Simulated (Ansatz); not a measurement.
TiCo$_{3}$: several calculations on one system

### Vibrations

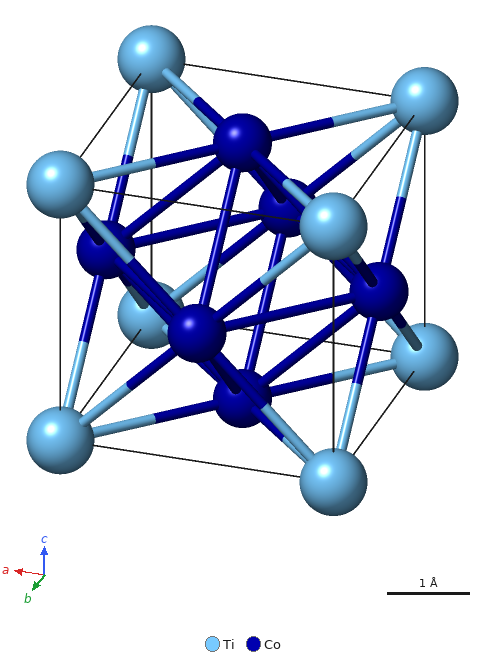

Normal modes of crystalline TiCo$_{3}$, space group Pm-3m (No. 221), at the zone centre. A ball-and-stick model of the cell of the calculation, seen from a free direction.

Level of theory: DFT PBEsol, scalar-relativistic, plane waves, PAW (Ansatz 0.2.0). Settings: plane-wave cutoff 420 eV; k-point mesh 12 × 12 × 12; occupations gaussian; smearing width 0.2 eV; collinear spin.

The frequencies depend somewhat on the k-mesh and the smearing.

> Give the spectrum at this point.

The calculation's cell holds 4 atoms, so there are 9 optical modes, in 3 levels. The optical modes span 2T₁u + T₂u. No level is unstable.

| level | symmetry | frequency (cm⁻¹) | activity |
| --- | --- | --- | --- |
| 1 | T₁u | 205 | infrared-active |
| 2 | T₂u | 228 | silent |
| 3 | T₁u | 293 | infrared-active |

The crystal is a metal, so free carriers screen the infrared response.

The modes drawn as arrows (one member of each degenerate set):

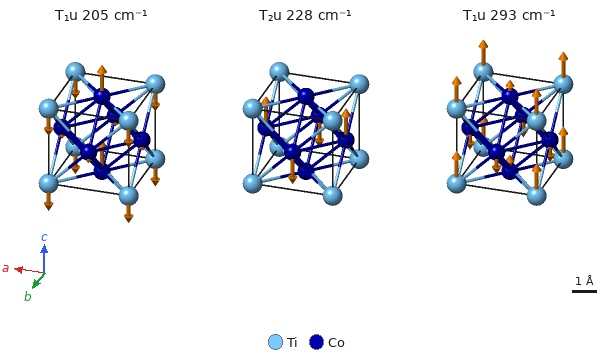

### Vibrations

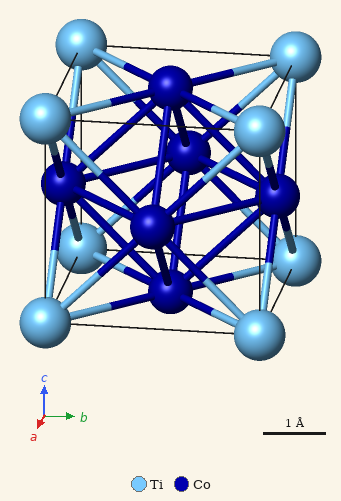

Normal modes of solid TiCo3 at 0.98 times its rest volume, space group Pm-3m (No. 221), at the zone centre. Style: ball-and-stick. Shown: the cell of the calculation, from a free direction.

The calculation used DFT PBEsol, scalar-relativistic, plane waves, PAW (Ansatz 0.2.0).

The input:
```yaml
crystal:
  lattice:
    - [3.5050513674, 0.0, 0.0]
    - [0.0, 3.5050513674, 0.0]
    - [0.0, 0.0, 3.5050513674]
  atoms:
    - { symbol: Ti, position: [0.0, 0.0, 0.0] }
    - { symbol: Co, position: [0.0, 0.5, 0.5], spin: 0.14 }
    - { symbol: Co, position: [0.5, 0.0, 0.5], spin: 0.14 }
    - { symbol: Co, position: [0.5, 0.5, 0.0], spin: 0.14 }
basis:
  ecutwfc: 420
kpoints:
  mp_grid: { grid: [12, 12, 12] }
hamiltonian:
  xc: pbesol
scf:
  occupations: { method: gaussian, width: 0.2 }
output:
  eigenvalues: true
  populations: true
magnetization:
  spin_polarized: true
phonons:
  method: dfpt
  eigenvectors: true
```

Run as
```bash
ansatz run input.yaml --threads 2 --pin off --max-ram 6144MiB --backend cpu --events-out ev --progress --plain --runs-dir out
```

The frequencies depend somewhat on the k-mesh and the smearing.

Q: Which optical modes does it have, at what frequencies, and is it stable there?

A: The calculation's cell holds 4 atoms, so there are 9 optical modes, in 3 levels. The optical modes span 2T₁u + T₂u. No level is unstable.

```
level  symmetry  frequency (cm⁻¹)         activity
    1       T₁u               213  infrared-active
    2       T₂u               236           silent
    3       T₁u               304  infrared-active
```

The crystal is a metal, so free carriers screen the infrared response.

The modes drawn as arrows (one member of each degenerate set):

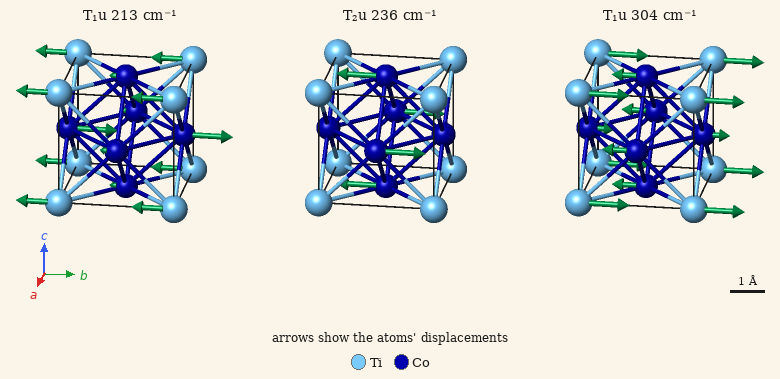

### Softest mode

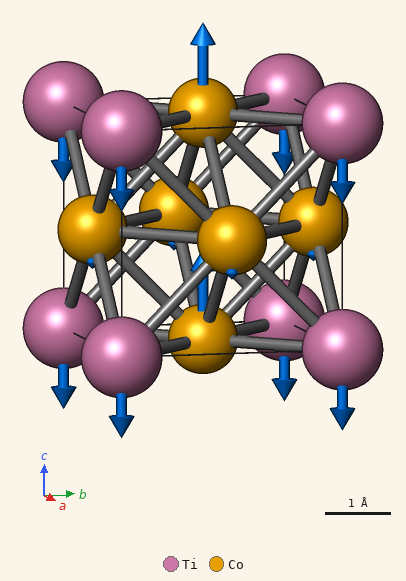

The lowest optical mode of a crystal of TiCo₃ at 1.02 times its rest volume, space group Pm-3m (No. 221), at the zone centre. The blue arrows are the displacements of the atoms (eigenvector over the root of the mass), of arbitrary overall length and sign. The picture is a ball-and-stick view of the cell of the calculation, seen slightly off an axis.

The calculation used DFT PBEsol, scalar-relativistic, plane waves, PAW (Ansatz 0.2.0).

Input
```yaml
crystal:
  lattice:
    - [3.5521046515, 0.0, 0.0]
    - [0.0, 3.5521046515, 0.0]
    - [0.0, 0.0, 3.5521046515]
  atoms:
    - { symbol: Ti, position: [0.0, 0.0, 0.0], spin: -0.12 }
    - { symbol: Co, position: [0.0, 0.5, 0.5], spin: 0.4 }
    - { symbol: Co, position: [0.5, 0.0, 0.5], spin: 0.4 }
    - { symbol: Co, position: [0.5, 0.5, 0.0], spin: 0.4 }
basis:
  ecutwfc: 420
kpoints:
  mp_grid: { grid: [12, 12, 12] }
hamiltonian:
  xc: pbesol
scf:
  occupations: { method: gaussian, width: 0.2 }
output:
  eigenvalues: true
  populations: true
magnetization:
  spin_polarized: true
phonons:
  method: dfpt
  eigenvectors: true
```

Command:
```bash
ansatz run input.yaml --threads 2 --pin off --max-ram 6144MiB --backend cpu --events-out ev --progress --plain --runs-dir out
```

The frequencies depend somewhat on the k-mesh and the smearing.

> Is this crystal at a minimum with respect to the drawn distortion?

Yes: this softest mode has a real frequency, and so have all others here. That speaks for this wave vector alone: the rest of the zone wasn't checked in this run. This is the T₁u mode (triply degenerate; one member of the set is drawn) at 5.90 THz, the lowest optical level, infrared-active by symmetry. All motion is along c; the kinetic energy is shared as Co 69 %, Ti 31 %. The crystal is a metal, so free carriers screen the infrared response.
